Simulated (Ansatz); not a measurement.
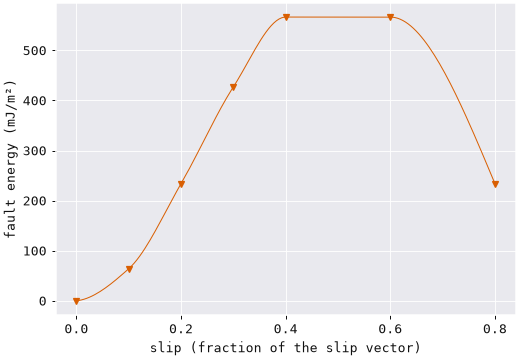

The figure shows the fault energy against slip for Ti, space group P6_3/mmc (No. 194).

The given structure:
```xyz
6
Lattice="-2.9004 0.0000 0.0000 -1.4502 -2.5119 0.0000 0.0000 0.0000 13.7730" Properties=species:S:1:pos:R:3 pbc="T T T"
Ti   -1.4502   -0.8373   10.3295
Ti   -1.4502   -0.8373    1.1475
Ti   -1.4502   -0.8373    5.7385
Ti   -2.9004   -1.6746   12.6250
Ti   -2.9004   -1.6746    3.4430
Ti   -2.9004   -1.6746    8.0340
```

Computed with Ansatz 0.2.0: rigid slide of a crystal across a plane by tilting cell vector c, one fault a cell, unrelaxed, by plane-wave density functional theory with PAW datasets, free energies less that of the undisturbed cell; scalar-relativistic. Level: PBEsol, no spin polarisation.

- wave cutoff: 420 eV
- k mesh: 23×23×5
- occupations: Gaussian
- smearing width: 0.15 eV
- k shift: (0, 0, 0) (mesh steps)
- start: relaxed
- height of the cut: 0 (fraction of cell vector c)
- slip vector: (1, 0) (multiples of cell vectors a and b)

The points at slip 0.6 and 0.8 follow from computed ones by symmetry.

From this curve and the settings, what does the calculation give for the shear traction at the same points?

The shear traction goes from 0.00 GPa at slip 0.0 to −6.87 GPa at 0.8, not monotonically, with a high of 6.87 GPa at 0.2.

```
slip (fraction of the slip vector)  shear traction (GPa)
                               0.0                  0.00
                               0.1                  4.33
                               0.2                  6.87
                               0.3                  5.91
                               0.4                  3.64
                               0.6                 -3.64
                               0.8                 -6.87
```
